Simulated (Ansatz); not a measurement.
Ga (Pm-3n, No. 223): the geometry given to an electronic-structure calculation, possibly off equilibrium; the starting structure was generated, so it need not be a known form of this composition.

```xyz
8
Lattice="5.2629 0.0000 0.0000 0.0000 5.2629 0.0000 0.0000 0.0000 5.2629" Properties=species:S:1:pos:R:3 pbc="T T T"
Ga    0.0000    0.0000    0.0000
Ga    2.6314    2.6314    2.6314
Ga    1.3157    0.0000    2.6314
Ga    3.9471    0.0000    2.6314
Ga    2.6314    1.3157    0.0000
Ga    2.6314    3.9471    0.0000
Ga    0.0000    2.6314    1.3157
Ga    0.0000    2.6314    3.9471
```

> What will a Z-contrast image along [111] show? Simulated incoherent Z contrast: every atom adds Z^1.8 spread by a probe of 0.76 Å full width; channelling and multiple scattering are left out. The probe carries 15 % of its weight in a tail 2.5 times as wide. Shot noise was added.

The columns repeat on a hexagonal net with a repeat of 4.30 Å (plane group p6mm). The brightest columns hold 2 Ga per repeat; in falling brightness follow 1 Ga (about 50 %). Brightness is counted from the darkest point of the image. The shortest distance between visible columns is 1.07 Å in projection (between Ga columns). Along the beam the structure repeats every 9.12 Å.

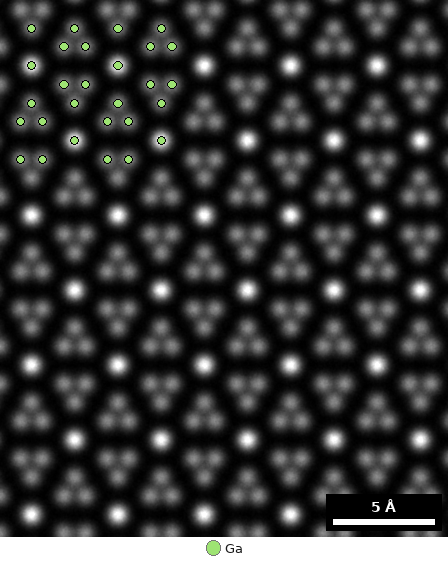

The simulated image, with the columns of the model marked in one corner.
